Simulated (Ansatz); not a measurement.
**What a change does: band-structure calculation on HfB2**

System: HfB2 (P6/mmm, 3 atoms in the cell).
Method of run 1: DFT, PBEsol, all-electron LAPW, scalar-relativistic, no spin polarisation (Ansatz 0.2.0).

The structure derives from an entry of the Crystallography Open Database. Its volume is 0.94 times that of the source entry. Text and figures count atoms from 1; the logs count them from 0 in places.

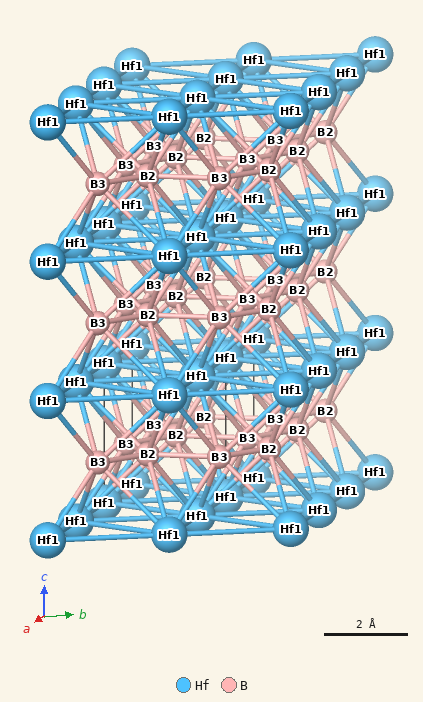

The input geometry (ball-and-stick view of the cell of the calculation, repeated 3 × 2 × 3, seen slightly off an axis; atoms are numbered from 1 in the order of the input). An atom can appear more than once, as a periodic image. Near neighbours in the periodic cell (some may lie outside the picture): Hf has 12 B at 2.46 Å and 6 Hf at 3.08 Å; B has 3 B at 1.78 Å and 6 Hf at 2.46 Å.

### Input, run 1
```yaml
crystal:
  lattice:
    - [3.0759004798, 0.0, 0.0]
    - [-1.53795024, 2.663807955, 0.0]
    - [0.0, 0.0, 3.4089596583]
  atoms:
    - { symbol: Hf, position: [0.0, 0.0, 0.0] }
    - { symbol: B, position: [0.3333333333, 0.6666666667, 0.5] }
    - { symbol: B, position: [0.6666666667, 0.3333333333, 0.5] }
kpoints:
  mp_grid: { grid: [15, 15, 12] }
  band_path:
    path:
      - [0.0, 0.0, 0.0]
      - [0.5, 0.0, 0.0]
      - [0.3333333333, 0.3333333333, 0.0]
      - [0.0, 0.0, 0.0]
      - [0.0, 0.0, 0.5]
      - [0.5, 0.0, 0.5]
      - [0.3333333333, 0.3333333333, 0.5]
      - [0.0, 0.0, 0.5]
      - [0.5, 0.0, 0.5]
    npoints: 5
scf:
  occupations: { method: fermi_dirac, width: 0.03 }
hamiltonian:
  xc: pbesol
  pseudopotentials: { kind: all_electron, lapw: { basis_error: 0.001 } }
output:
  forces: true
  stress: true
  eigenvalues: true
```

Launched with:
```bash
ansatz run input.yaml --threads 1 --pin off --max-ram 4096MiB --backend cpu --events-out ev --progress --plain --runs-dir out
```

Hardware: 1 thread of Arm Neoverse V1, 24 GiB of memory available, shared host.

### Output, shortened to warnings, some set-up lines, iterations and results (run 1)
```
Basis set: ecut = 299.6771895908196 eV, 339 PW (Γ), exchange–correlation at level 2
Symmetry: 24 space group operations
k-points: 189 of 2700
Initial density: superposition of atomic densities (chi_scale 0.1, normalization cell, long waves kept (reshape's long-wave potential 0.00 eV rms))
[...]
SCF iter   1: F=—  HF=-411477.426447 eV  |F-HF|=—  |Δ(HF+E_count)|=         —  Δρ=8.10e-2  dr2=3.34e0  ethr=6.41e-3  ⟨swp⟩=2.0  Hψ=37666  notcnv=0
SCF iter   2: F=—  HF=-411476.358670 eV  |F-HF|=—  |Δ(HF+E_count)|=    1.07e0  Δρ=4.18e-2  dr2=9.12e-1  ethr=6.41e-3  ⟨swp⟩=2.5  Hψ=17396  notcnv=0
SCF iter   3: F=—  HF=-411476.140931 eV  |F-HF|=—  |Δ(HF+E_count)|=   2.18e-1  Δρ=2.01e-2  dr2=2.15e-1  ethr=1.75e-3  ⟨swp⟩=2.6  Hψ=17463  notcnv=0
SCF iter   4: F=—  HF=-411476.029306 eV  |F-HF|=—  |Δ(HF+E_count)|=         —  Δρ=8.46e-3  dr2=3.36e-2  ethr=4.13e-4  ⟨swp⟩=2.6  Hψ=18478  notcnv=0
SCF iter   5: F=—  HF=-411476.021635 eV  |F-HF|=—  |Δ(HF+E_count)|=   7.67e-3  Δρ=2.49e-3  dr2=2.69e-3  ethr=5.19e-6  ⟨swp⟩=2.0  Hψ=30523  notcnv=0
SCF iter   6: F=—  HF=-411476.021225 eV  |F-HF|=—  |Δ(HF+E_count)|=   4.10e-4  Δρ=7.20e-4  dr2=2.12e-4  ethr=5.18e-6  ⟨swp⟩=2.0  Hψ=17209  notcnv=0
SCF iter   7: F=—  HF=-411476.021213 eV  |F-HF|=—  |Δ(HF+E_count)|=   1.17e-5  Δρ=1.05e-4  dr2=3.41e-6  ethr=4.08e-7  ⟨swp⟩=2.0  Hψ=17207  notcnv=0
SCF iter   8: F=-411476.021212 eV  HF=-411476.021212 eV  |F-HF|=2.13e-8  |Δ(HF+E_count)|=   8.98e-7  Δρ=1.97e-5  dr2=9.71e-8  ethr=6.55e-9  ⟨swp⟩=3.0  Hψ=17797  notcnv=0
SCF 1 converged in 8 iterations: F = -411476.021212 eV  dr2 = 9.71e-8
NSCF: frozen V_eff on 41 k-points
SCF converged after 8 iterations
Free energy (F): -411476.021212 eV
Harris-Foulkes:  -411476.021212 eV  (|F-HF|=2.13e-8)
Internal energy: -411476.020525 eV  (E = F + TS)
E sigma→0 (E₀):  -411476.020868 eV
Entropy (-TS):   -0.000687 eV (-0.229 meV/atom)
Fermi energy:    22.134854 eV
--- Per-component energies (eV) ---
  E_band       = -4305.422009
  E_kinetic    = 457650.315622
  E_xc         = -8511.113125
  E_electrostatic = -860615.223023  (all electrons and nuclei)
  E_smearing   = -0.000687  (= −TS)
  E_closure    = 0.000000  (closes the sum)
  E_atoms      = -411450.748255  (free atoms, spherical and without spin; not in F)
  Σ components = -411476.021212   (vs F -411476.021212, Δ=0.00e0)
  Basis errors (estimates in eV, not in F): energy 4.3e-4 per atom: plane waves 3.9e-4 (2.0e-4 summed), levels above the bands 5.7e-84, relativity 2.2e-8, radial functions 4.8e-5, core shells 9.8e-8; eigenvalues (radial functions only) 4.2e-6; not estimated: angular momenta, meshes, grids; target …
--- Forces (eV/Å), atoms counted from 1 ---
  atom   1  Hf     0.00000000     0.00000000     0.00000000
  atom   2  B      0.00000000    -0.00000000     0.00000000
  atom   3  B      0.00000000     0.00000000     0.00000000
  max |Σ_I F_I| component: 3.70e-17 eV/Å
--- Stress (GPa, compression-positive) ---
       13.974767      -0.000000       0.000000
       -0.000000      13.974767       0.000000
        0.000000       0.000000      10.481021
  P = ⅓ Tr σ = 12.8102 GPa (128.102 kbar)
```

For run 2 the input was changed thus:
```diff
-    - [3.0759004798, 0.0, 0.0]
-    - [-1.53795024, 2.663807955, 0.0]
-    - [0.0, 0.0, 3.4089596583]
+    - [3.1813206298, 0.0, 0.0]
+    - [-1.590660315, 2.755104483, 0.0]
+    - [0.0, 0.0, 3.5257947253]
```

Predict how the results change.

With the same functional and potentials, run 2 lies 7.8 meV per atom higher. The pressure goes from 12.81 to −13.20 GPa. The volume per atom goes from 9.31 to 10.30 Å³. The SCF takes 9 iterations against 8.

### Output, shortened to warnings, some set-up lines, iterations and results (run 2)
```
Basis set: ecut = 279.5351608339123 eV, 339 PW (Γ), exchange–correlation at level 2
Symmetry: 24 space group operations
k-points: 189 of 2700
Initial density: superposition of atomic densities (chi_scale 0.1, normalization cell, long waves kept (reshape's long-wave potential 0.00 eV rms))
[...]
SCF iter   1: F=—  HF=-411477.248854 eV  |F-HF|=—  |Δ(HF+E_count)|=         —  Δρ=7.13e-2  dr2=3.05e0  ethr=5.85e-3  ⟨swp⟩=2.0  Hψ=37476  notcnv=0
SCF iter   2: F=—  HF=-411476.276759 eV  |F-HF|=—  |Δ(HF+E_count)|=   9.72e-1  Δρ=3.64e-2  dr2=8.10e-1  ethr=5.85e-3  ⟨swp⟩=2.6  Hψ=17085  notcnv=0
SCF iter   3: F=—  HF=-411476.089998 eV  |F-HF|=—  |Δ(HF+E_count)|=   1.87e-1  Δρ=1.68e-2  dr2=1.72e-1  ethr=1.56e-3  ⟨swp⟩=2.7  Hψ=17972  notcnv=0
SCF iter   4: F=—  HF=-411476.005326 eV  |F-HF|=—  |Δ(HF+E_count)|=         —  Δρ=7.50e-3  dr2=2.96e-2  ethr=3.31e-4  ⟨swp⟩=2.2  Hψ=18363  notcnv=0  defer=1
SCF iter   5: F=—  HF=-411475.998330 eV  |F-HF|=—  |Δ(HF+E_count)|=   7.00e-3  Δρ=2.59e-3  dr2=3.34e-3  ethr=5.69e-5  ⟨swp⟩=2.0  Hψ=18011  notcnv=0
SCF iter   6: F=—  HF=-411475.997754 eV  |F-HF|=—  |Δ(HF+E_count)|=   5.76e-4  Δρ=7.38e-4  dr2=2.73e-4  ethr=5.25e-7  ⟨swp⟩=2.0  Hψ=29501  notcnv=0
SCF iter   7: F=—  HF=-411475.997736 eV  |F-HF|=—  |Δ(HF+E_count)|=   1.80e-5  Δρ=9.42e-5  dr2=2.95e-6  ethr=5.25e-7  ⟨swp⟩=2.0  Hψ=17212  notcnv=0
SCF iter   8: F=—  HF=-411475.997735 eV  |F-HF|=—  |Δ(HF+E_count)|=   8.96e-7  Δρ=1.96e-5  dr2=1.21e-7  ethr=5.67e-9  ⟨swp⟩=3.0  Hψ=17833  notcnv=0
SCF iter   9: F=-411475.997735 eV  HF=-411475.997735 eV  |F-HF|=1.11e-9  |Δ(HF+E_count)|=   8.67e-9  Δρ=4.67e-6  dr2=6.95e-9  ethr=2.33e-10  ⟨swp⟩=2.0  Hψ=17206  notcnv=0
SCF 1 converged in 9 iterations: F = -411475.997735 eV  dr2 = 6.95e-9
NSCF: frozen V_eff on 41 k-points
SCF converged after 9 iterations
Free energy (F): -411475.997735 eV
Harris-Foulkes:  -411475.997735 eV  (|F-HF|=1.11e-9)
Internal energy: -411475.997004 eV  (E = F + TS)
E sigma→0 (E₀):  -411475.997370 eV
Entropy (-TS):   -0.000731 eV (-0.244 meV/atom)
Fermi energy:    19.991550 eV
--- Per-component energies (eV) ---
  E_band       = -4430.463550
  E_kinetic    = 457635.791507
  E_xc         = -8507.587920
  E_electrostatic = -860604.200592  (all electrons and nuclei)
  E_smearing   = -0.000731  (= −TS)
  E_closure    = 0.000000  (closes the sum)
  E_atoms      = -411450.748255  (free atoms, spherical and without spin; not in F)
  Σ components = -411475.997735   (vs F -411475.997735, Δ=0.00e0)
  Basis errors (estimates in eV, not in F): energy 4.3e-4 per atom: plane waves 3.9e-4 (2.1e-4 summed), levels above the bands 1.7e-73, relativity 1.9e-8, radial functions 4.3e-5, core shells 4.2e-8; eigenvalues (radial functions only) 3.3e-6; not estimated: angular momenta, meshes, grids; target …
--- Forces (eV/Å), atoms counted from 1 ---
  atom   1  Hf    -0.00000000    -0.00000000    -0.00000000
  atom   2  B     -0.00000000    -0.00000000     0.00000000
  atom   3  B      0.00000000     0.00000000    -0.00000000
  max |Σ_I F_I| component: 9.25e-18 eV/Å
--- Stress (GPa, compression-positive) ---
      -13.189896      -0.000000      -0.000000
       -0.000000     -13.189896       0.000000
       -0.000000       0.000000     -13.226812
  P = ⅓ Tr σ = -13.2022 GPa (-132.022 kbar)
```

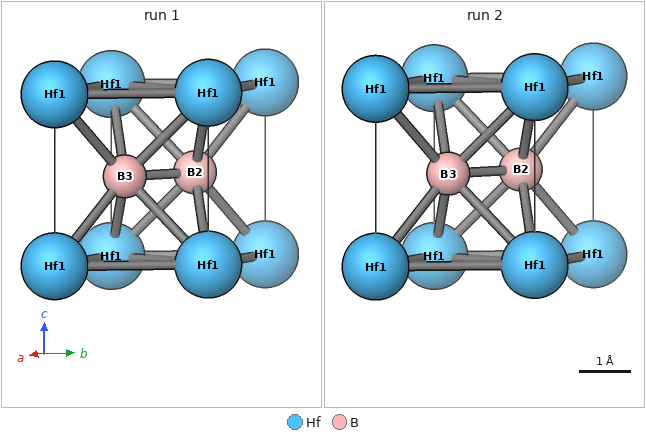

The two input geometries at one scale (ball-and-stick view of the cell of the calculation, seen at an oblique angle). No atom moves by more than 0.005 Å relative to the cell. The volume changes by +10.6 %, with a = b 3.076 → 3.181 Å (+3.4 %), c 3.409 → 3.526 Å (+3.4 %). Among the contacts that change: Hf1–Hf1 3.076 → 3.181 Å, Hf1–B2 2.461 → 2.546 Å, B2–B3 1.776 → 1.837 Å.

### The two runs side by side

| quantity | run 1 | run 2 |
| --- | --- | --- |
| outcome | converged | converged |
| free energy per atom (eV) | −137158.6737 | −137158.6659 |
| pressure (GPa) | 12.81 | −13.20 |
| volume per atom (Å³) | 9.31 | 10.30 |
| largest force (eV/Å) | 0.000 | 0.000 |
| SCF iterations | 8 | 9 |
| irreducible k-points | 189 | 189 |
| plane waves at Γ | 339 | 339 |
| wall time (shared host) | 47 s | 52 s |

For both runs: Spin–orbit coupling is left out, which matters for Hf. For run 1: The cell is under a pressure of 12.8 GPa at this level, so it is not at its equilibrium volume. For run 2: The cell is under a tension of 13.2 GPa at this level, so it is not at its equilibrium volume.
